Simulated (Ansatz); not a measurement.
Cell and atoms:

```
Sn O
1.0
     2.97545    0.00000    0.00000
    -1.48773    2.57682    0.00000
     0.00000    0.00000   13.24964
Sn O
3 6
Direct
  0.66667 0.33333 0.33333
  0.33333 0.66667 0.66667
  0.00000 0.00000 0.00000
  0.33333 0.66667 0.40384
  0.00000 0.00000 0.26283
  0.00000 0.00000 0.73717
  0.66667 0.33333 0.59616
  0.66667 0.33333 0.07050
  0.33333 0.66667 0.92950
```

Question: What would you see if this were drawn?

Answer: Composition: SnO2. Space group: R-3m (No. 166). Lattice: rhombohedral (trigonal R). The arrangement is known as cadmium chloride (CdCl₂) type. The cell holds 9 atoms (3 Sn, 6 O), Z = 3. The neighbours of Sn are six O in a distorted octahedral arrangement at 1.96 Å. O is linked to three Sn in a trigonal pyramidal arrangement at 1.96 Å. Not all metal-metal contacts are counted. The bonds build SnO2 layers parallel to (001).

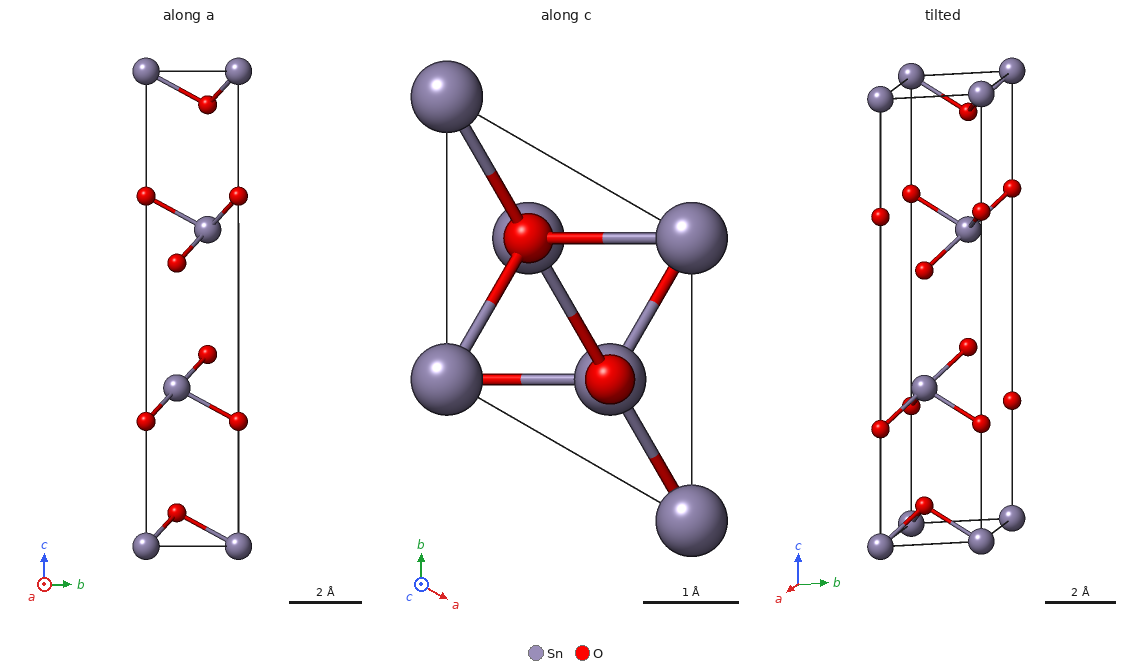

The image is a ball-and-stick drawing of a crystal, viewed along the a axis, along the c axis and slightly off an axis. The lines enclose the conventional unit cell; boundary atoms appear with their images. Colours: tin purple, oxygen red.

Its origin is a structure listed in the Materials Project. The cell was then strained or its atoms displaced on purpose. Ansatz was used for an electronic-structure calculation on it.

At this level of theory the cell isn't at rest (compressed, at 59 GPa and forces up to 3.8 eV/Å), so its distances can differ from those at equilibrium, the more so the softer the solid.
